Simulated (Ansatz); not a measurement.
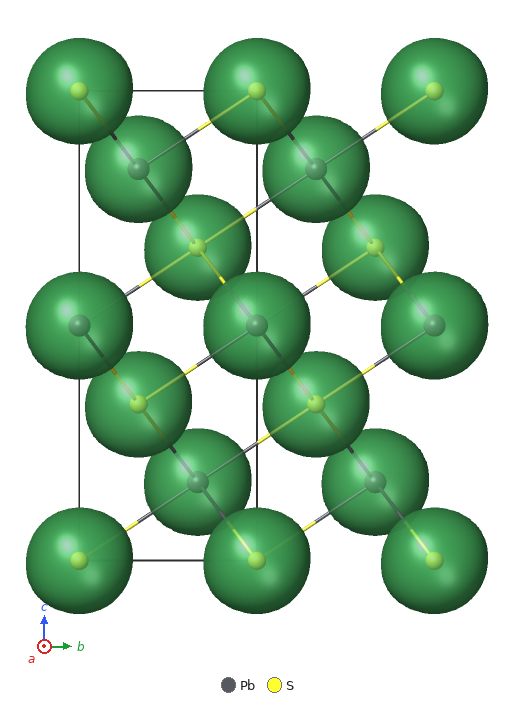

The picture shows: PbS. Isosurface of the valence charge density (pseudo) at 0.3 e/Å³ (green), seen along the a axis. Sticks mark near contacts.

Space group R3m; a structure from a database of computed crystals, not necessarily the ambient phase; computed pressure about −6 GPa in this cell.

Level of theory: DFT r2SCAN, scalar-relativistic, plane waves, PAW (Ansatz).

Core electrons are frozen (PAW), and the valence fields are smoothed inside the atomic spheres.

**How is the density connected at this value?**

At this value the density breaks into separate islands; it holds about 75 % of the electrons treated as valence (semicore included). It bridges none of the near contacts. It is pinched off along the shortest Pb–S (3.12 Å) contacts. On the grid the lowest density along these lines, outside the cores, is 0.17 e/Å³ (Pb–S, 3.12 Å).
